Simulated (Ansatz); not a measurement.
```yaml
crystal:
  lattice:
    - [4.29271, 0.00000, 0.00000]
    - [-2.14636, 3.71760, 0.00000]
    - [0.00000, 0.00000, 10.54839]
  atoms:
    - { symbol: Sn, position: [0.66667, 0.33333, 0.20805] }
    - { symbol: Sn, position: [0.33333, 0.66667, 0.79195] }
    - { symbol: Ge, position: [0.33333, 0.66667, 0.53640] }
    - { symbol: Ge, position: [0.00000, 0.00000, 0.88210] }
    - { symbol: Ge, position: [0.66667, 0.33333, 0.46360] }
    - { symbol: Ge, position: [0.00000, 0.00000, 0.11790] }
```

Space group P-3m1; a structure generated by program, which may or may not match a known phase.

These are results of DFT PBE, scalar-relativistic, plane waves, PAW (Ansatz 0.2.0), not measurements.

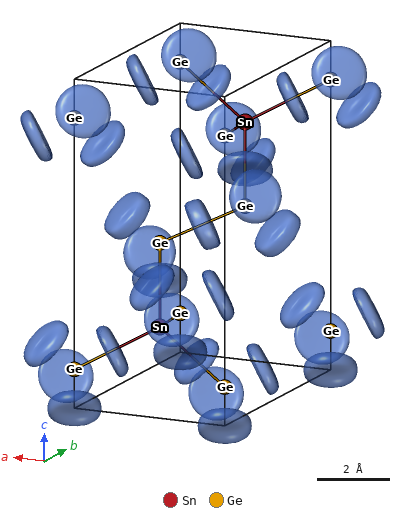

SnGe2. Isosurface of the electron localisation function at 0.6 (blue), seen at an oblique angle. Only the valence region is drawn (cores and ρ < 0.01 e/Å³ removed). Sticks mark near contacts.

In a PAW calculation such maps are meaningful between the atoms, not at the nuclei.

Describe the localisation domains.

Answer. The surface consists of four regions between bonded Ge–Ge atoms and eight regions between bonded Ge–Sn atoms, counted in one cell of 6 atoms. Regions shared between cells count once. Along the contacts the grid gives the following. Ge–Ge (2.49 Å): the ELF peaks at about 0.75 between the atoms. Sn–Ge (2.65 Å): the ELF peaks at about 0.70 between the atoms.
